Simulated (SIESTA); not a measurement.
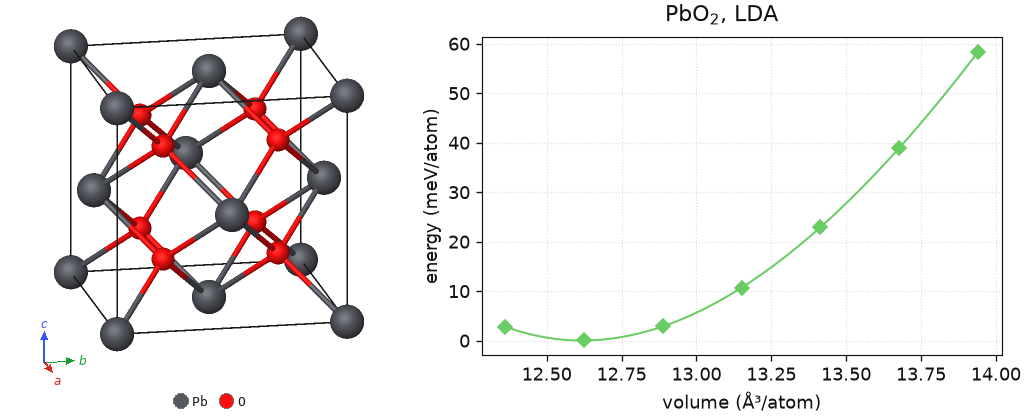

The plot gives the computed energy against volume for PbO₂, space group Fm-3m (No. 225). The conventional cell is drawn beside the plot.

The given structure:
```yaml
crystal:
  lattice:
    - [0.00000, 2.70199, 2.70199]
    - [2.70199, 0.00000, 2.70199]
    - [2.70199, 2.70199, 0.00000]
  atoms:
    - { symbol: Pb, position: [0.00000, 0.00000, 0.00000] }
    - { symbol: O, position: [0.75000, 0.75000, 0.75000] }
    - { symbol: O, position: [0.25000, 0.25000, 0.25000] }
```

Computed with SIESTA 5.4.2: DFT in numerical atomic orbitals with pseudopotentials, no spin polarisation; energies at scaled volumes of the given cell, shape and fractions fixed, counted from the fit's minimum, third-order Birch-Murnaghan fit. Level: LDA.

k mesh 9×9×9; occupations Fermi–Dirac; smearing width 0.05 eV; potentials PseudoDojo 0.4 standard, converted to PSML, two zetas on semicore shells; program settings basis DZP, mesh cutoff 800 Ry.

This calculation gives: equilibrium volume 12.62 Å³/atom and bulk modulus 166 GPa.

Now Pb is replaced by Hf on all its sites, which gives HfO₂ in the same structure. How do these quantities change?

The equilibrium volume falls from 12.62 to 10.48 Å³/atom (−17 %) and the bulk modulus rises from 166 to 281 GPa (+69 %).

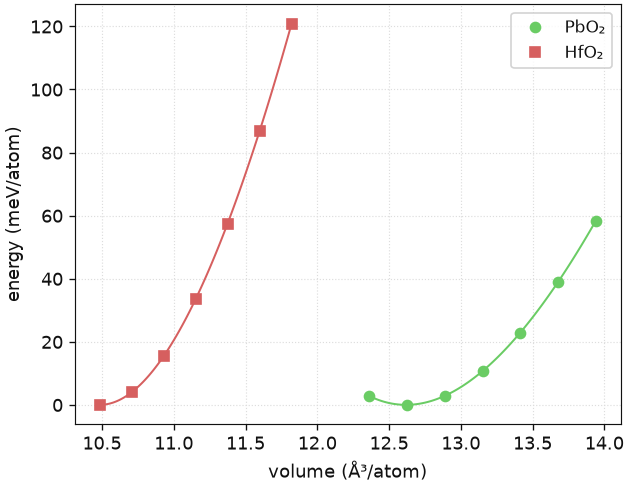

The two results together.

For PbO₂, limits of the calculation: mulliken charges of long orbitals; spin-orbit coupling left out, heavy elements.

For HfO₂, limits of the calculation: the fit and the printed pressures don't fully agree, or the minimum lies near the end of the range; mulliken charges of long orbitals; short basis over semicore shells.

V0 and the bulk modulus come from third-order Birch–Murnaghan fits.
